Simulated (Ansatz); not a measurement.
Geometry optimisation.

Program: Ansatz.

```
crystal:
  lattice:
    - [1.8269122747, -3.4108592341, 0.0]
    - [1.8269122747, 3.4108592341, 0.0]
    - [0.0, 0.0, 5.3265472971]
  atoms:
    - { symbol: Sr, position: [0.0, 0.0, 0.0] }
basis:
  ecutwfc: 420
kpoints:
  mp_grid: { grid: [18, 18, 10] }
hamiltonian:
  xc: pbe
scf:
  occupations: { method: gaussian, width: 0.1 }
output:
  forces: true
  stress: true
  eigenvalues: true
relax:
  adjacent_minimum: "off"
  f_tol: 0.01
  max_steps: 80
  cell: { stress_tol: 0.05 }
```

### How does the optimisation go?

The optimisation met its thresholds at geometry 9, counting the start as the first. The energy fell by about 410 meV/atom from the first step to the last. All forces vanish by symmetry, so only the cell moves. The volume shrinks from 66.4 to 55.1 Å³ per atom (−17 %).

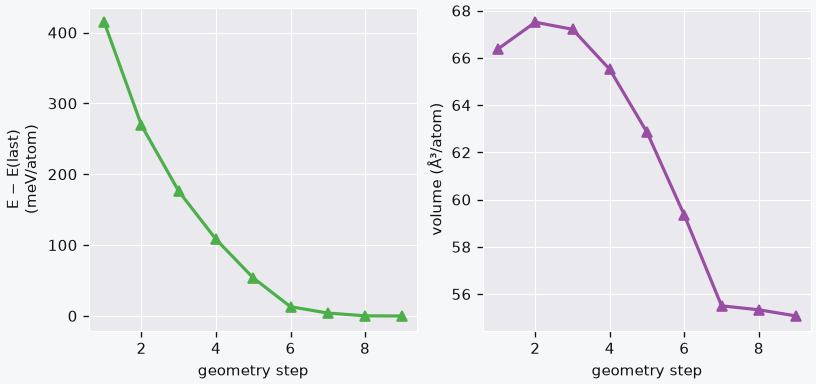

History of the run, step by step. Atoms and cell relax. A closing SCF on a freshly chosen basis isn't drawn.
